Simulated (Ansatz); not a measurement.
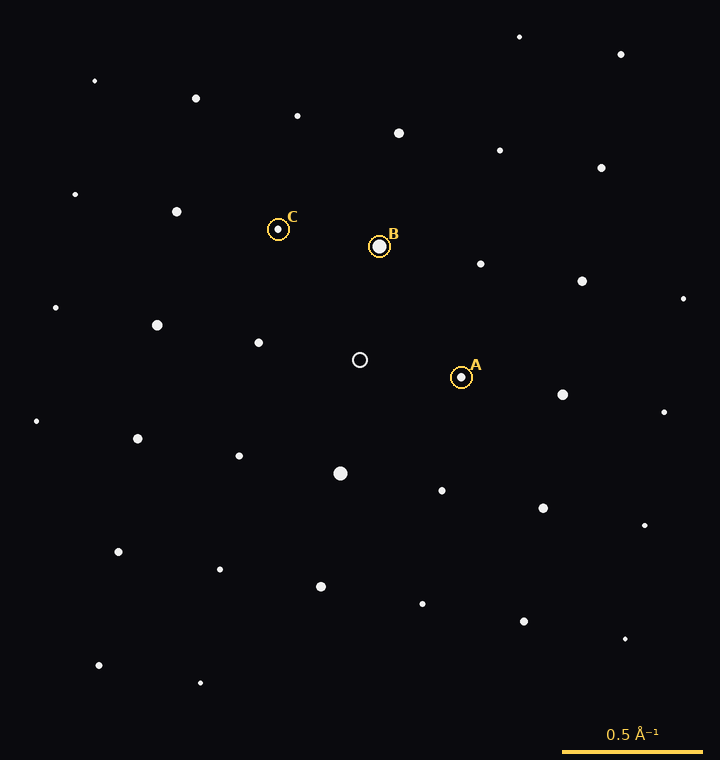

Computed electron diffraction pattern, 300 kV, single scattering only, B = 0.5 Å². The zone axis points towards the electron source and the pattern is seen from the source side.

Ta, space group P6/mmm (No. 191), a = 4.849 Å, c = 2.712 Å (hexagonal axes). Structure: the input geometry of an electronic-structure calculation (not necessarily at equilibrium); the starting structure was generated, so it need not be a known form of this composition.

Spot A is indexed 0 0 -1 and spot B -1 2 0.

Index the other marked spot.

C = −A + B = -1 2 1 (d = 1.808 Å).

Which zone axis is this?

The cross product of A and B is parallel to [210]; every spot obeys hu + kv + lw = 0.
